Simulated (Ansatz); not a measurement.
```cif
data_structure
_symmetry_space_group_name_H-M 'P 1'
_symmetry_Int_Tables_number 1
_cell_length_a 12.6389
_cell_length_b 12.6389
_cell_length_c 16.9395
_cell_angle_alpha 90.000
_cell_angle_beta 90.000
_cell_angle_gamma 120.000
_cell_volume 2343.40
loop_
_atom_site_label
_atom_site_type_symbol
_atom_site_fract_x
_atom_site_fract_y
_atom_site_fract_z
_atom_site_occupancy
W1 W 0.16794 0.58745 0.00000 1
W2 W 0.91255 0.33206 0.00000 1
W3 W 0.41646 0.58292 0.00000 1
W4 W 0.16616 0.33384 0.00000 1
W5 W 0.91708 0.08354 0.00000 1
W6 W 0.66951 0.58745 0.00000 1
W7 W 0.41768 0.33384 0.00000 1
W8 W 0.16616 0.08232 0.00000 1
W9 W 0.91255 0.83049 0.00000 1
W10 W 0.66951 0.33206 0.00000 1
W11 W 0.41646 0.08354 0.00000 1
W12 W 0.16794 0.83049 0.00000 1
W13 W 0.66608 0.08216 0.00000 1
W14 W 0.41784 0.83392 0.00000 1
W15 W 0.66608 0.83392 0.00000 1
S1 S 0.08694 0.66847 0.09282 1
S2 S 0.33499 0.66736 0.09296 1
S3 S 0.08180 0.41820 0.09210 1
S4 S 0.58237 0.66736 0.09296 1
S5 S 0.33323 0.41645 0.09309 1
S6 S 0.08355 0.16677 0.09309 1
S7 S 0.83153 0.66847 0.09282 1
S8 S 0.58640 0.41820 0.09210 1
S9 S 0.33323 0.16677 0.09309 1
S10 S 0.08180 0.91360 0.09210 1
S11 S 0.83153 0.41306 0.09282 1
S12 S 0.58237 0.16501 0.09296 1
S13 S 0.33499 0.91763 0.09296 1
S14 S 0.83264 0.16501 0.09296 1
S15 S 0.58333 0.91667 0.09356 1
S16 S 0.83264 0.91763 0.09296 1
S17 S 0.08694 0.66847 0.90718 1
S18 S 0.33499 0.66736 0.90704 1
S19 S 0.08180 0.41820 0.90790 1
S20 S 0.58237 0.66736 0.90704 1
S21 S 0.33323 0.41645 0.90691 1
S22 S 0.08355 0.16677 0.90691 1
S23 S 0.83153 0.66847 0.90718 1
S24 S 0.58640 0.41820 0.90790 1
S25 S 0.33323 0.16677 0.90691 1
S26 S 0.08180 0.91360 0.90790 1
S27 S 0.83153 0.41306 0.90718 1
S28 S 0.58237 0.16501 0.90704 1
S29 S 0.33499 0.91763 0.90704 1
S30 S 0.83264 0.16501 0.90704 1
S31 S 0.58333 0.91667 0.90644 1
S32 S 0.83264 0.91763 0.90704 1
```

The program warned that a starting moment wasn't kept; spin-polarised, but the moments vanished.

The calculation used DFT PBE+D3(BJ), scalar-relativistic, plane waves, PAW in Ansatz.

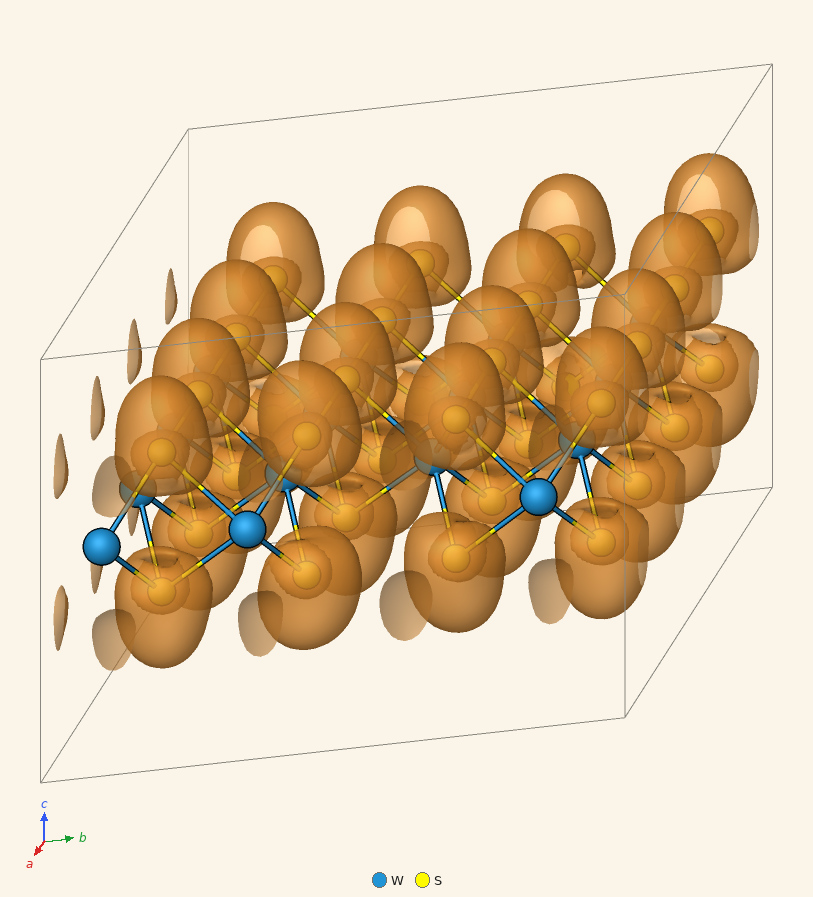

W15S32 (cell with a defect). Isosurface of the ELF at 0.75 (orange), seen at an oblique angle. Core shells and regions of very low density are left out. Sticks mark near contacts.

**Where are the electrons localised?**

The ELF exceeds this value in 32 regions wrapped around S (the valence shell of each), counted in one cell of 47 atoms. Counts are for one cell; the picture repeats the cell along the surface. Profiles from the grid: W–S (2.37 Å): the ELF peaks at about 0.85 in the valence shell of S, 0.8 Å from its nucleus, and is about 0.50 at the midpoint. W–S (2.41 Å): the ELF peaks at about 0.85 in the valence shell of S, 0.8 Å from its nucleus, and is about 0.50 at the midpoint.

**Metal or insulator at this level of theory?**

It is gapped, with a Kohn–Sham gap of 0.35 eV on the k-point mesh, an upper bound to the gap of this method.
